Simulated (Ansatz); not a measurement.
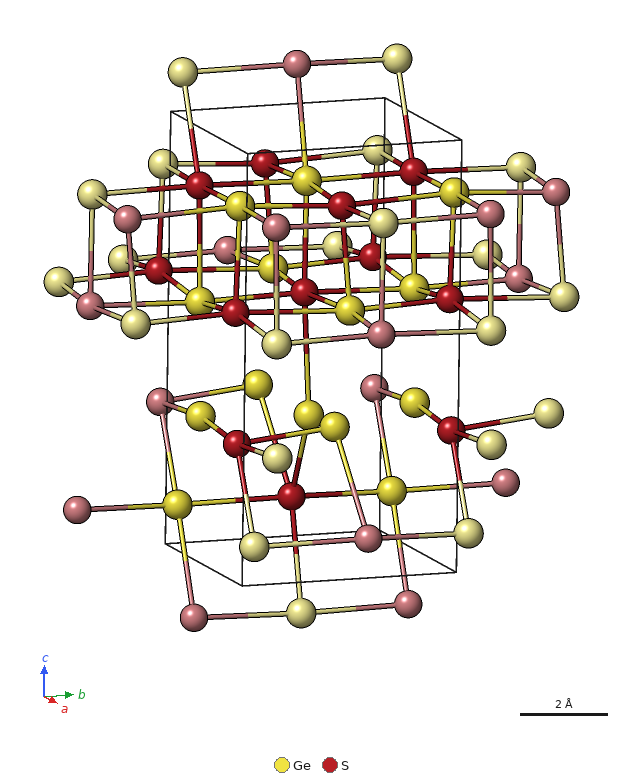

*The structure as given in the input (ball-and-stick view of the cell of the calculation, seen slightly off an axis; neighbours outside the cell are drawn fainter).*

**Ge$_{4}$S$_{3}$: density-of-states calculation**

System: Ge$_{4}$S$_{3}$ (14 atoms in the cell).
Method: DFT PBEsol, scalar-relativistic, plane waves, PAW, no spin polarisation (Ansatz 0.2.0).

The structure was built on a prototype by a generator; it need not be a known phase. It belongs to a series of runs on one base structure; here: 2 of 8 S atoms taken out at random, relaxed in part. Figures and captions count atoms from 1; the log counts them from 0 in places.

Input file
```yaml
crystal:
  lattice:
    - [-0.097208, -3.688175, -3.702403]
    - [0.025327, -3.715366, 3.726423]
    - [-10.253747, -0.10096, -0.152038]
  atoms:
    - { symbol: Ge, position: [0.426613161, 0.4846484469, 0.8659378114] }
    - { symbol: Ge, position: [0.9305565829, 0.9925237565, 0.872066319] }
    - { symbol: Ge, position: [0.9736157882, 0.4967905791, 0.6190354738] }
    - { symbol: Ge, position: [0.4342286705, 0.9906975093, 0.6019487901] }
    - { symbol: Ge, position: [0.9408849852, 0.4435686341, 0.3480988661] }
    - { symbol: Ge, position: [0.4482569905, 0.9949829614, 0.3389770048] }
    - { symbol: Ge, position: [0.4441403399, 0.5022867828, 0.3253013303] }
    - { symbol: Ge, position: [0.197235741, 0.9832146586, 0.1101692414] }
    - { symbol: S, position: [0.2565925977, 0.4938703842, 0.1192163798] }
    - { symbol: S, position: [0.912966058, 0.9992540373, 0.3198434018] }
    - { symbol: S, position: [0.4432667469, 0.4750504183, 0.6100638858] }
    - { symbol: S, position: [0.9667325814, 0.9644489863, 0.6300813266] }
    - { symbol: S, position: [0.9392041964, 0.4652273452, 0.8591896273] }
    - { symbol: S, position: [0.4480929063, 0.9762474211, 0.8733816335] }
basis:
  ecutwfc: 420
kpoints:
  mp_grid: { grid: [6, 6, 4] }
hamiltonian:
  xc: pbesol
scf:
  occupations: { method: gaussian, width: 0.1 }
  n_extra_bands: 8
output:
  forces: true
  stress: true
  eigenvalues: true
  populations: true
  dos:
    method: { smearing: { sigma: 0.1, scheme: gaussian } }
    projected: true
    de: 0.02
  write_density: true
  write_potential: true
  elf: true
  volumetric_format: npy
```

Hardware: 4 threads of Intel Xeon (Granite Rapids), 176 GiB of memory available, shared host.

Command:
```bash
ansatz run input.yaml --threads 4 --pin off --max-ram 9216MiB --backend cpu --events-out ev --progress --plain --runs-dir out
```

What the program printed
```
scf.n_extra_bands = 8 over 74 filled bands (N_el = 148.0): the run solves 82 bands
Engine: ansatz 0.2.0, x86_64-unknown-linux-gnu
Pseudopotentials: kind: paw
Pseudopotential: Ge, paw, valence charge 14, recommended cutoff 420 eV (normal), Ge.paw.azcp
Pseudopotential: S, paw, valence charge 6, recommended cutoff 420 eV (normal), S.paw.azcp
Functional definition: PBEsol
  exchange = pbesol_x
  correlation = pbesol_c
Crystal: 14 atoms, lattice volume = 281.877 Å³
Basis set: ecut = 420 eV, 5523 PW (Γ), exchange–correlation on 72×72×144 points (8 copies of the dense FFT grid, shifted against one another)
Bands: 82, of which v1, the nominal top of the filled ones, is band 74 counted from 1 (73 counted from 0)
Symmetry: 1 space group operations
Space group: P1 (ITA 1), of the structure as read, at distance tolerance 6.6e-5 Å
k-points: 76 of 144 (time reversal used)
Non-local potential: Ge, projectors of the file, l = 0: 2, l = 1: 2, l = 2: 3, l = 3: 1
Non-local potential: S, projectors of the file, l = 0: 2, l = 1: 2, l = 2: 2
PAW form: soft (Blöchl's): semilocal exchange-correlation on the pseudo side does not see the compensation charge
PAW frozen core: Ge, regenerated for the run's functional, and the local potential with it (the file was generated under x = pbe(κ = 0.804, μ = 0.2195149727645171), c = pbe(β = 0.06672455060314922))
PAW frozen core: S, regenerated for the run's functional, and the local potential with it (the file was generated under x = pbe(κ = 0.804, μ = 0.2195149727645171), c = pbe(β = 0.06672455060314922))
PAW one-centre angular grid: Ge, 590 points (default); XC on 64 Gauss nodes
PAW one-centre angular grid: S, 110 points (default); XC on 64 Gauss nodes
Initial density: superposition of atomic densities (neutral atoms: chi_scale 0, normalization atom), corrected by the library's trained network
Initial wavefunctions: pseudopotential atomic-orbital guess
Functional: x = pbesol(κ = 0.804, μ = 0.12345679012345678), c = pbesol(β = 0.046)
SCF iter   1: F=—  HF=-39339.118155 eV  |F-HF|=—  |Δ(HF+E_count)|=         —  Δρ=4.84e-3  dr2=3.83e-1  ethr=1.77e-3  ⟨swp⟩=6.1  Hψ=23631  notcnv=0
preconditioner: auto → LDOS  [metal: Δε(μ)=0.010 eV  Ē_g=18.050 eV  σ=0.100 eV  W_gap=0.06  n_scr=58 (ndim 8)  ℏωp=26.9 eV  f_vac=0.048  D(μ)=2.59/eV (n_scr^D=8)  β→1.0]
SCF iter   2: F=—  HF=-39339.082390 eV  |F-HF|=—  |Δ(HF+E_count)|=   3.58e-2  Δρ=3.76e-3  dr2=1.44e-1  ethr=2.59e-4  ⟨swp⟩=2.2  Hψ=9548  notcnv=0  defer=176
SCF iter   3: F=—  HF=-39339.052480 eV  |F-HF|=—  |Δ(HF+E_count)|=   2.99e-2  Δρ=1.03e-3  dr2=1.05e-2  ethr=9.72e-5  ⟨swp⟩=2.0  Hψ=8815  notcnv=0  defer=176
SCF iter   4: F=—  HF=-39339.050163 eV  |F-HF|=—  |Δ(HF+E_count)|=   2.32e-3  Δρ=2.25e-4  dr2=3.30e-4  ethr=7.08e-6  ⟨swp⟩=2.0  Hψ=8278  notcnv=0  defer=176
SCF iter   5: F=—  HF=-39339.050100 eV  |F-HF|=—  |Δ(HF+E_count)|=   6.26e-5  Δρ=6.38e-5  dr2=1.16e-5  ethr=2.23e-7  ⟨swp⟩=2.0  Hψ=8563  notcnv=0  defer=176
SCF iter   6: F=—  HF=-39339.050335 eV  |F-HF|=—  |Δ(HF+E_count)|=   2.35e-4  Δρ=1.97e-5  dr2=1.19e-6  ethr=7.80e-9  ⟨swp⟩=2.0  Hψ=8500  notcnv=0  defer=157
SCF iter   7: F=-39339.050335 eV  HF=-39339.050335 eV  |F-HF|=1.21e-8  |Δ(HF+E_count)|=   1.32e-7  Δρ=4.81e-6  dr2=7.09e-8  ethr=6.76e-11  ⟨swp⟩=12.6  Hψ=49579  notcnv=0
SCF 1 converged in 7 iterations: F = -39339.050335 eV  dr2 = 7.09e-8
  greatest PAW one-centre occupation: 0.999 electrons in one spin orbital (limit 2), on the Ge atom at site 0 (counted from 0), in its partial waves of l = 2
SCF converged after 7 iterations
Free energy (F): -39339.050335 eV
Harris-Foulkes:  -39339.050335 eV  (|F-HF|=1.21e-8)
Internal energy: -39339.037295 eV  (E = F + TS)
E sigma→0 (E₀):  -39339.043815 eV
Entropy (-TS):   -0.013040 eV (-0.931 meV/atom)
Fermi energy:    8.516872 eV
--- Per-component energies (eV) ---
  E_band       = -1155.393042
  E_kinetic    = 1522.583203
  E_local      = -20950.568262  (includes V_loc(G=0)·N_el)
  E_nonlocal   = 3507.521962
  E_hartree    = 9142.872714
  E_xc         = -1176.919597
  E_vxc        = -1041.560732  (∫ρ·V_xc dr)
  E_paw        = -19307.253982  (= ΣΔE_a)
  E_vpaw       = -2479.115093  (= ΣTr[D̂ρ^β])
  E_aug_tail   = 0.002421  (compensation charges beyond the density's cutoff)
  E_ewald      = -12084.990939
  E_core_change = 7.715186  (= ΣΔE_core)
  E_smearing   = -0.013040  (= −TS)
  E_closure    = 0.000000  (closes the sum)
  Σ components = -39339.050335   (vs F -39339.050335, Δ=0.00e0)
--- Forces (eV/Å), atoms counted from 1 ---
  atom   1  Ge    -0.10940866     0.02421738     0.02903661
  atom   2  Ge     0.00227136     0.04054686     0.06335389
  atom   3  Ge    -0.02961063     0.07595822     0.07810875
  atom   4  Ge     0.09554660    -0.06255298     0.03461774
  atom   5  Ge     0.15586698    -0.21762603    -0.17162419
  atom   6  Ge     0.05904952    -0.09292514    -0.07475312
  atom   7  Ge    -0.10526723     0.20382737     0.10526025
  atom   8  Ge    -0.24182523    -0.03985949    -0.14735546
  atom   9  S      0.06752979     0.05827544     0.13042466
  atom  10  S      0.19131408     0.10172612     0.17446383
  atom  11  S     -0.23619941    -0.01753640    -0.10977429
  atom  12  S     -0.28036588     0.03139809    -0.02642296
  atom  13  S      0.38155632    -0.04738124    -0.04419911
  atom  14  S      0.04947245    -0.05807629    -0.04111177
  max |Σ_I F_I| component: 6.99e-5 eV/Å
--- Stress (GPa, compression-positive) ---
       -0.593292       0.206760       0.382879
        0.206760       1.057923       0.097382
        0.382879       0.097382       1.419319
  P = ⅓ Tr σ = 0.6280 GPa (6.280 kbar)
--- Band table (eV; the first three rows and the last of 76) ---
  k-point 0: bands = ["-16.6020", "-16.5837", "-16.5685", "-16.5495", "-16.5421", "-16.4922", "-16.4749", "-16.4713", "-16.4547", "-16.4485", "-16.4419", "-16.4396", "-16.4370", "-16.3974", "-16.3954", "-16.3857", "-16.3844", "-16.3802", "-16.3767", "-16.3756", "-16.3603", "-16.3429", "-16.3098", "-16.3045", "-16.3023", "-16.2978", "-16.2899", "-16.2702", "-16.2378", "-16.2309", "-16.2213", "-16.1947", "-16.1873", "-16.1681", "-16.1647", "-16.0924", "-16.0741", "-16.0683", "-15.9960", "-15.9535", "-6.8482", "-5.8742", "-5.4991", "-4.6268", "-4.4496", "-4.4042", "-1.1996", "-0.1731", "0.2003", "0.6650", "1.2358", "1.5432", "1.8423", "1.8630", "1.9172", "2.5611", "2.7842", "2.9039", "2.9333", "3.4863", "4.1026", "4.1306", "4.4032", "4.5236", "4.5994", "5.1535", "5.1764", "5.4935", "5.6025", "6.0672", "6.3296", "6.5875", "7.0575", "7.5756", "8.3645", "9.1372", "10.4015", "10.9857", "11.3257", "11.4337", "11.4959", "11.8436"]
  k-point 1: bands = ["-16.6020", "-16.5837", "-16.5685", "-16.5495", "-16.5421", "-16.4922", "-16.4749", "-16.4713", "-16.4547", "-16.4485", "-16.4419", "-16.4396", "-16.4370", "-16.3974", "-16.3954", "-16.3858", "-16.3843", "-16.3802", "-16.3767", "-16.3756", "-16.3603", "-16.3429", "-16.3098", "-16.3045", "-16.3023", "-16.2978", "-16.2899", "-16.2702", "-16.2378", "-16.2309", "-16.2213", "-16.1947", "-16.1873", "-16.1681", "-16.1647", "-16.0924", "-16.0741", "-16.0683", "-15.9960", "-15.9535", "-6.8275", "-6.0124", "-5.3305", "-4.6228", "-4.4821", "-4.4222", "-1.2271", "-0.2091", "0.2459", "0.7468", "1.2400", "1.2812", "1.6949", "1.8952", "2.2495", "2.4997", "2.8390", "2.9309", "3.1284", "3.4659", "4.0433", "4.1002", "4.3354", "4.4686", "4.7362", "5.0408", "5.1731", "5.3337", "5.4926", "6.1979", "6.4147", "6.5732", "7.1449", "7.4294", "8.3119", "9.4458", "10.0519", "10.9337", "11.2669", "11.5568", "11.7294", "12.0102"]
  k-point 2: bands = ["-16.6020", "-16.5837", "-16.5685", "-16.5495", "-16.5421", "-16.4922", "-16.4749", "-16.4713", "-16.4547", "-16.4486", "-16.4419", "-16.4396", "-16.4370", "-16.3974", "-16.3954", "-16.3858", "-16.3843", "-16.3802", "-16.3767", "-16.3756", "-16.3604", "-16.3429", "-16.3097", "-16.3045", "-16.3023", "-16.2977", "-16.2899", "-16.2702", "-16.2379", "-16.2309", "-16.2213", "-16.1947", "-16.1873", "-16.1681", "-16.1647", "-16.0924", "-16.0741", "-16.0683", "-15.9960", "-15.9535", "-6.8040", "-6.1106", "-5.1931", "-4.6144", "-4.5421", "-4.4284", "-1.2548", "-0.2409", "0.2913", "0.9093", "1.0497", "1.2477", "1.5828", "1.9153", "2.2504", "2.6035", "2.9004", "3.1155", "3.2412", "3.5394", "3.9893", "4.0992", "4.1668", "4.4505", "4.5142", "4.9663", "5.1479", "5.3641", "5.5048", "6.3159", "6.3500", "6.7543", "7.0288", "7.4666", "8.1778", "9.4221", "10.1472", "11.2155", "11.2538", "11.5219", "11.6412", "12.0583"]
  k-point 75: bands = ["-16.5990", "-16.5836", "-16.5672", "-16.5493", "-16.5420", "-16.4886", "-16.4746", "-16.4641", "-16.4529", "-16.4479", "-16.4418", "-16.4371", "-16.4104", "-16.3936", "-16.3901", "-16.3845", "-16.3809", "-16.3769", "-16.3757", "-16.3751", "-16.3582", "-16.3433", "-16.3083", "-16.3044", "-16.3010", "-16.2979", "-16.2901", "-16.2392", "-16.2303", "-16.2234", "-16.2206", "-16.1958", "-16.1805", "-16.1587", "-16.1386", "-16.1340", "-16.1030", "-16.0741", "-16.0089", "-16.0064", "-5.4540", "-5.3993", "-5.1626", "-5.1189", "-4.9822", "-4.8621", "-2.0266", "-1.5038", "-1.0733", "-1.0290", "-0.6003", "-0.4933", "-0.1697", "0.7373", "3.8810", "4.0335", "4.6734", "4.8576", "4.9693", "5.4271", "5.6327", "5.7844", "5.9103", "5.9708", "6.0001", "6.2896", "6.4197", "6.7140", "7.3471", "7.5364", "7.9037", "8.4712", "8.5693", "8.9976", "9.1030", "9.2522", "9.3372", "9.5507", "9.6265", "9.7580", "9.8047", "9.8677"]
--- Löwdin populations: 14 sites ---
  site symbol       q [e]
     0     Ge     13.7702
     1     Ge     13.7695
     2     Ge     13.7631
     3     Ge     13.8286
     4     Ge     13.8361
     5     Ge     13.9508
     6     Ge     13.8936
     7     Ge     13.8322
     8      S      6.1591
     9      S      6.1275
    10      S      6.1479
    11      S      6.1103
    12      S      6.1201
    13      S      6.1481
  spilling = 0.003668 (of n_electrons = 148.000000)
```

File populations.tsv
```
# site	symbol	l	j	q
# orbitals = lowdin
# n_electrons = 148.000000
# spilling = 0.003668
0	Ge	0_4S	-	1.843011
0	Ge	1_4P	-	1.927927
0	Ge	2_3D	-	9.999257
1	Ge	0_4S	-	1.742146
1	Ge	1_4P	-	2.028420
1	Ge	2_3D	-	9.998963
2	Ge	0_4S	-	1.700657
2	Ge	1_4P	-	2.063569
2	Ge	2_3D	-	9.998868
3	Ge	0_4S	-	1.768417
3	Ge	1_4P	-	2.061133
3	Ge	2_3D	-	9.999007
4	Ge	0_4S	-	1.626387
4	Ge	1_4P	-	2.211544
4	Ge	2_3D	-	9.998191
5	Ge	0_4S	-	1.528069
5	Ge	1_4P	-	2.425090
5	Ge	2_3D	-	9.997674
6	Ge	0_4S	-	1.509819
6	Ge	1_4P	-	2.386292
6	Ge	2_3D	-	9.997526
7	Ge	0_4S	-	1.762877
7	Ge	1_4P	-	2.070309
7	Ge	2_3D	-	9.999008
8	S	0_3S	-	1.759219
8	S	1_3P	-	4.399870
9	S	0_3S	-	1.735232
9	S	1_3P	-	4.392238
10	S	0_3S	-	1.746258
10	S	1_3P	-	4.401643
11	S	0_3S	-	1.735064
11	S	1_3P	-	4.375248
12	S	0_3S	-	1.738021
12	S	1_3P	-	4.382098
13	S	0_3S	-	1.750978
13	S	1_3P	-	4.397146
```

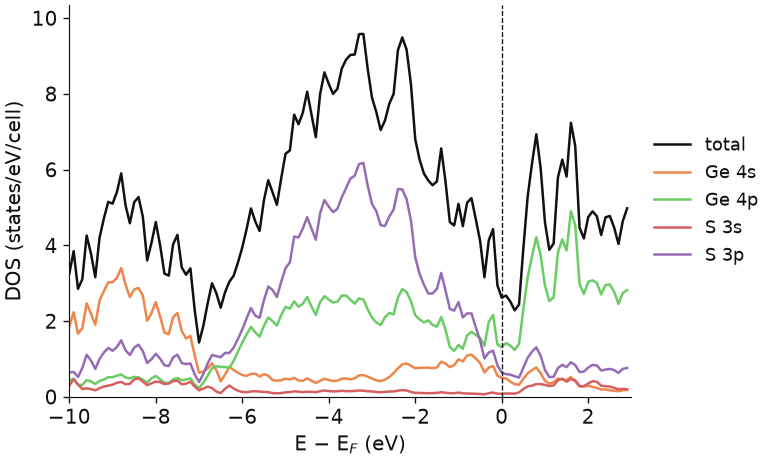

*Density of states (projected on Löwdin-orthogonalised atomic shells), with energies from the Fermi level.*

There are states at the Fermi level: a metal at this level of theory.

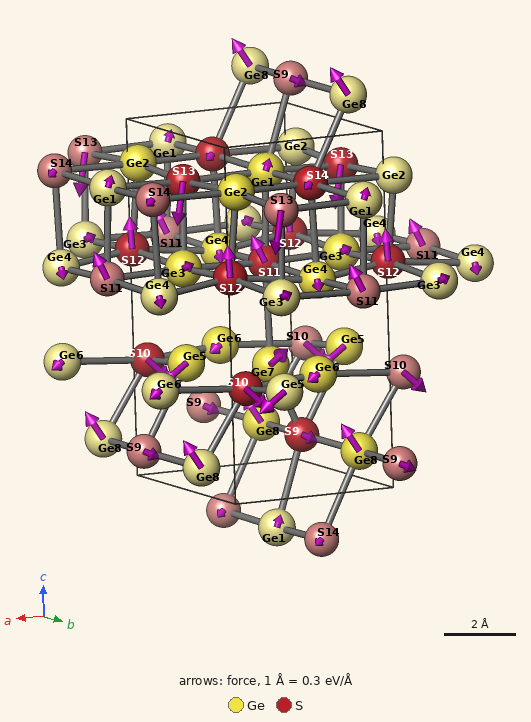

*Forces on the atoms as pink arrows (ball-and-stick view of the cell of the calculation, seen at an oblique angle; neighbours outside the cell are drawn fainter; atoms are numbered from 1 in the order of the input).*

The largest act on S13 (0.39 eV/Å); Ge5 (0.32 eV/Å); Ge8 (0.29 eV/Å); S10, S12 (0.28 eV/Å), among others. The geometry is not a stationary point of this energy.

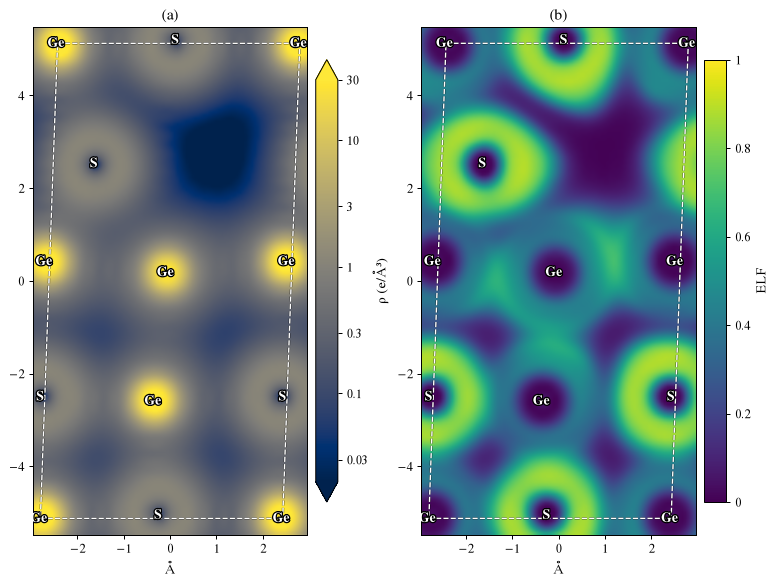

*(a) valence pseudo-density; (b) ELF on the (010) plane of the conventional cell.*

Ge–S (2.36 Å): ρ is about 0.55 e/Å³ halfway; the ELF is about 0.65 at the midpoint. Ge–S (2.46 Å): ρ is about 0.48 e/Å³ halfway, with its minimum of 0.41 e/Å³ about 1.1 Å from Ge; the ELF is about 0.65 at the midpoint. Ge–S (2.46 Å): the density is about 0.48 e/Å³ at the midpoint, with its minimum of 0.41 e/Å³ about 1.1 Å from Ge; the ELF is about 0.65 at the midpoint. Ge–S (2.55 Å): ρ is about 0.44 e/Å³ halfway, with its minimum of 0.36 e/Å³ about 1.1 Å from Ge; the ELF peaks at about 0.85 in the valence shell of S, 0.8 Å from its nucleus, and drops to about 0.40 between the two atoms. Ge–S (2.62 Å): the density is about 0.36 e/Å³ at the midpoint; the ELF peaks at about 0.85 in the valence shell of S, 0.9 Å from its nucleus, and drops to about 0.40 between the two atoms. Away from the nuclei the density in this plane falls to 0.008 e/Å³ at its lowest. In a PAW calculation such maps are meaningful between the atoms, not at the nuclei.

Summary

- outcome: converged
- space group (tolerance 0.01 Å): P1 (1)
- electrons treated: 148
- free energy: −39339.0503 eV
- Fermi energy: 8.517 eV
- gap on the k-point mesh: none (metallic)
- pressure: 0.63 GPa
- largest force (length of the vector): 0.387 eV/Å
- wall time: 29 s (CPU time 1.9 min)
- peak memory: 1.6 GiB
